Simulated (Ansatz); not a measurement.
A series of calculations on Ta5As4 and related structures

Part 1: Relaxation

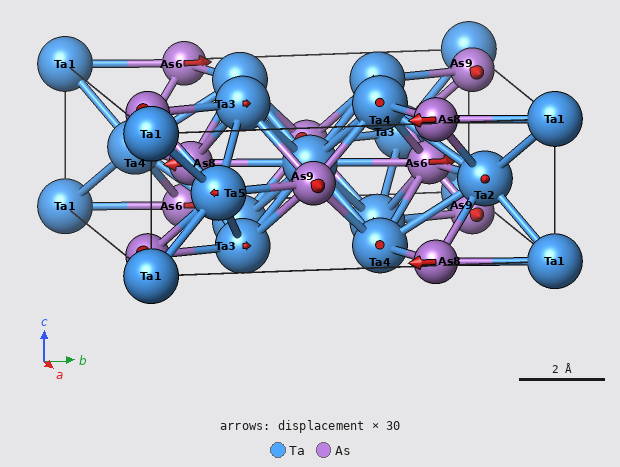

A relaxation of a crystal of Ta5As4 (set up in I4/m). The starting structure is drawn; red arrows show the displacements (the part carried along by the change of the cell is left out), 30 times their true length.

Style: ball-and-stick. Shown: the conventional cell (2 times the calculation's cell), slightly off an axis. Lengths and directions refer to the drawn axes.

Theory: Ansatz 0.2.0, DFT PBEsol, scalar-relativistic, plane waves, PAW.

Input file:
```yaml
crystal:
  lattice:
    - [-4.89875, 4.89875, 1.7148]
    - [4.89875, -4.89875, 1.7148]
    - [4.89875, 4.89875, -1.7148]
  atoms:
    - { symbol: Ta, position: [0.0, 0.0, 0.0] }
    - { symbol: Ta, position: [0.6318, 0.305, 0.9368] }
    - { symbol: Ta, position: [0.695, 0.6318, 0.3268] }
    - { symbol: Ta, position: [0.3682, 0.695, 0.0632] }
    - { symbol: Ta, position: [0.305, 0.3682, 0.6732] }
    - { symbol: As, position: [0.716, 0.0518, 0.7678] }
    - { symbol: As, position: [0.9482, 0.716, 0.6642] }
    - { symbol: As, position: [0.284, 0.9482, 0.2322] }
    - { symbol: As, position: [0.0518, 0.284, 0.3358] }
basis:
  ecutwfc: 420
kpoints:
  mp_grid: { grid: [12, 12, 12] }
hamiltonian:
  xc: pbesol
scf:
  occupations: { method: gaussian, width: 0.1 }
output:
  forces: true
  stress: true
  eigenvalues: true
relax:
  adjacent_minimum: "off"
  f_tol: 0.005
  max_steps: 80
  cell: { stress_tol: 0.05 }
```

Command:
```bash
ansatz run input.yaml --threads 1 --pin off --max-ram 2560MiB --backend cpu --events-out ev --progress --plain --runs-dir out
```

### Atoms of which element are displaced furthest, and by how much?

Arsenic: up to 0.023 Å, against 0.007 Å for tantalum.

### What happened in the run?

Over 4 accepted moves (6 points after the start) the energy falls by 2.2 meV per atom. The largest force component goes from 0.16 to 0.0006 eV/Å. Pressure: −1.53 GPa at the start and 0.00 GPa at the end. The line search rejected the trial step at point 1 of the run. At 1 point the geometry stayed and the basis and grid were re-selected for the new cell (energy shift of 0.1 meV per atom at most each time). The largest moves relative to the cell, 0.023 Å, are those of As6, As7, As8 and As9. As8 goes along −b. By element the largest moves are As 0.023 Å, Ta 0.007 Å. The volume changes by −1.4 %, with a = b 9.797 → 9.785 Å (−0.1 %), c 3.430 → 3.391 Å (−1.1 %). Near-neighbour distances that change, for instance: Ta1–Ta1 3.430 → 3.391 Å, Ta1–As6 2.828 → 2.847 Å, Ta1–Ta2 2.874 → 2.856 Å, Ta2–Ta3 3.261 → 3.250 Å. The space group stays I4/m (No. 87). Cost: 25 min on 1 thread of Arm Neoverse V1, on a shared host, peak memory 1.9 GiB.

Part 2: Relaxation

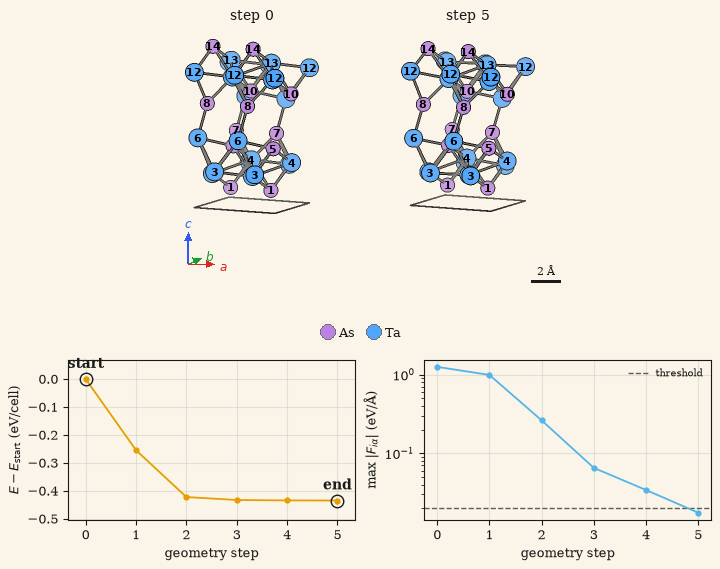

First and last geometry of a relaxation of a slab of composition Ta$_{4}$As$_{3}$ (cut from the I4/m phase), with the history of the run. A ball-and-stick model of the 2 × 1 repeat of the cell, outlined in the plane, without the vacuum, seen slightly off an axis.

Case: (1 1 0) slab, atoms relaxed. The slab is the (1 1 0) face of Ta5As4.

Computed with Ansatz, DFT PBEsol, scalar-relativistic, plane waves, PAW. Settings: plane-wave cutoff 420 eV; k-point mesh 11 × 5 × 1; occupations gaussian; smearing width 0.1 eV; no spin polarisation; dipole correction; atoms relaxed in a fixed cell; force threshold 0.02 eV/Å; at most 60 steps.

### What do the curves and the structures tell?

It converged. The largest moves relative to the layer's centre, 0.19 Å, are those of As atoms. By element the largest moves are As 0.19 Å, Ta 0.13 Å. The cell stays as it was. Near-neighbour distances that change, for instance: As–Ta 2.847 → 2.622 Å, As–Ta 2.847 → 2.969 Å, Ta–Ta 3.067 → 2.983 Å, Ta–Ta 2.856 → 2.931 Å. Among the angles between lasting bonds that change: Ta–As–Ta 62.3° → 67.7°, Ta–As–Ta 118.1° → 122.1°, Ta–As–Ta 71.0° → 68.8°. Over 5 geometry steps the energy falls by 0.435 eV per cell of the calculation. Largest force component: 1.3 eV/Å at the start, 0.018 eV/Å at the end. The run took 33 min on 1 thread of Arm Neoverse V1, on a shared host, peak memory 1.7 GiB.

Part 3: A change

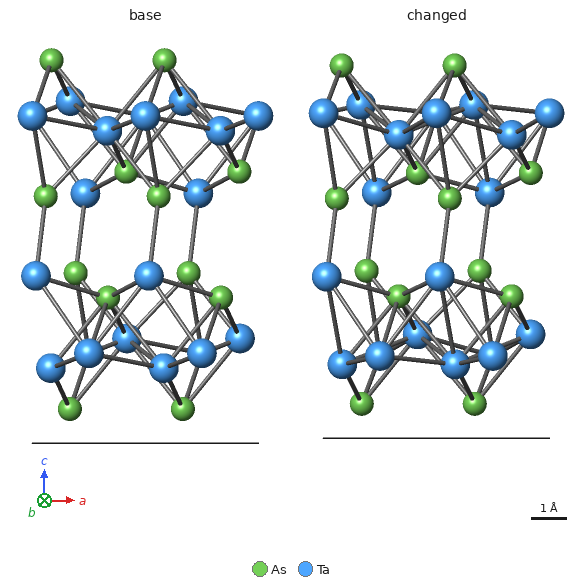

Left: a (1 1 0) slab of Ta₅As₄ as cut from the relaxed bulk. Right: the same structure after one change, at the same scale. A ball-and-stick model of the 2 × 1 repeat of the cell, outlined in the plane, without the vacuum, seen along the b axis.

Method: Ansatz, DFT PBEsol, scalar-relativistic, plane waves, PAW. Set-up: plane-wave cutoff 420 eV; occupations gaussian; smearing width 0.1 eV; no spin polarisation. The k-mesh is chosen for each cell (11×5×5, 11×5×1).

The atoms of the slab are relaxed at the bulk's in-plane cell.

And its effect?

Answer. The slab isn't stoichiometric; relaxing it gains 0.151 J/m². The top spacing, between the As and Ta planes, goes from 1.19 to 1.15 Å (−3.6 %), the bottom one (As to Ta) from 1.19 to 1.15 Å (−3.6 %). The cell stays as it was. The largest moves relative to the layer's centre, 0.19 Å, are those of As atoms. Largest moves by element: As 0.19 Å, Ta 0.13 Å. Near-neighbour distances before and after: As–Ta 2.847 → 2.622 to 2.969 Å, Ta–Ta 3.067 → 2.983 to 3.091 Å, Ta–Ta 2.856 → 2.881 to 2.932 Å, Ta–Ta 3.250 → 3.190 Å.
